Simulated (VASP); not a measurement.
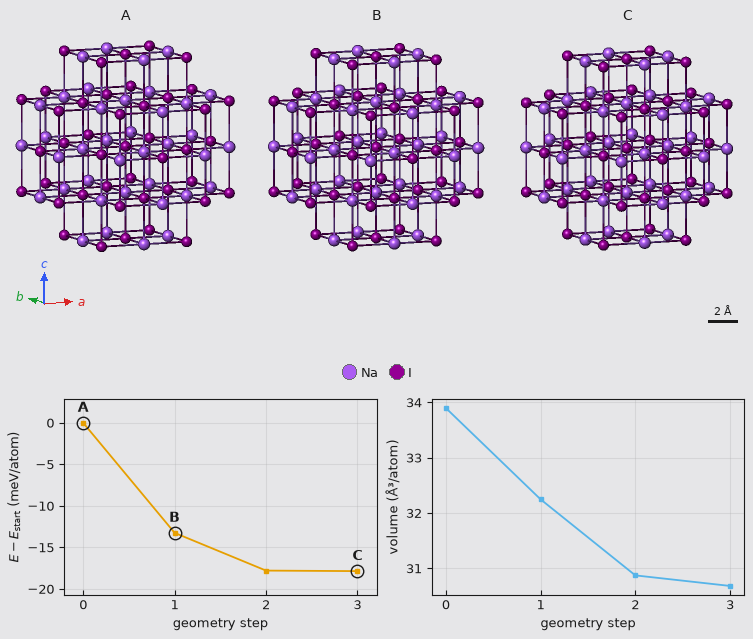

Frames of a relaxation of a crystal of NaI (set up in Fm-3m), marked on the history of the run. A ball-and-stick model of the conventional cell (4 times the calculation's cell), seen slightly off an axis. Lengths and directions refer to the drawn axes.

The run lets cell and atoms move.

Method: VASP 6.6.1, Kohn-Sham DFT of a periodic cell, LDA, VASP PAW LDA potentials, recommended.

Input
```
SYSTEM = NaI
PREC     = Accurate       ! precision mode
ENCUT    = 600            ! plane-wave cutoff, eV
EDIFF    = 1E-6           ! SCF threshold, eV
ISMEAR   = 0              ! smearing method
SIGMA    = 0.03           ! smearing width, eV
LREAL    = .False.        ! projectors in reciprocal space
LASPH    = .True.         ! aspherical terms in the spheres
NELM     = 80             ! most SCF steps
ALGO     = Normal         ! electronic algorithm
ISIF     = 3              ! what is computed and relaxed
LWAVE    = .False.        ! write WAVECAR
LCHARG   = .False.        ! write CHGCAR
IBRION   = 2              ! ionic algorithm
NSW      = 90             ! ionic steps
EDIFFG   = -0.01          ! ionic threshold
```

Command:
```bash
cat potpaw_LDA.64/Na_pv/POTCAR potpaw_LDA.64/I/POTCAR > POTCAR
mpirun -np 1 vasp_std > vasp.out
```

Describe the path.

Over 3 geometry steps the energy falls by 17.8 meV per atom. All forces vanish by symmetry, so only the cell relaxes. The pressure goes from −1.62 to 0.02 GPa. No atom moves by more than 0.005 Å relative to the cell. Cell: a = b = c 6.473 → 6.261 Å (−3.3 %). Volume −9.5 %. Near-neighbour distances that change, for instance: I–Na 3.236 → 3.131 Å. The space group stays Fm-3m (No. 225). It ran on 1 thread of Intel(R) Xeon(R) 6975P-C (Granite Rapids) (shared host). From step 0 to 1: volume −4.9 %, energy −13.2 meV per atom. From step 1 to 3: volume −4.9 %, energy −4.6 meV per atom.

| step | E − E(0), meV/atom | pressure, GPa | volume, Å³/atom |
| --- | --- | --- | --- |
| 0 | 0.00 | -1.62 | 33.899 |
| 1 | -13.24 | -0.91 | 32.249 |
| 2 | -17.78 | -0.12 | 30.875 |
| 3 | -17.85 | 0.02 | 30.684 |
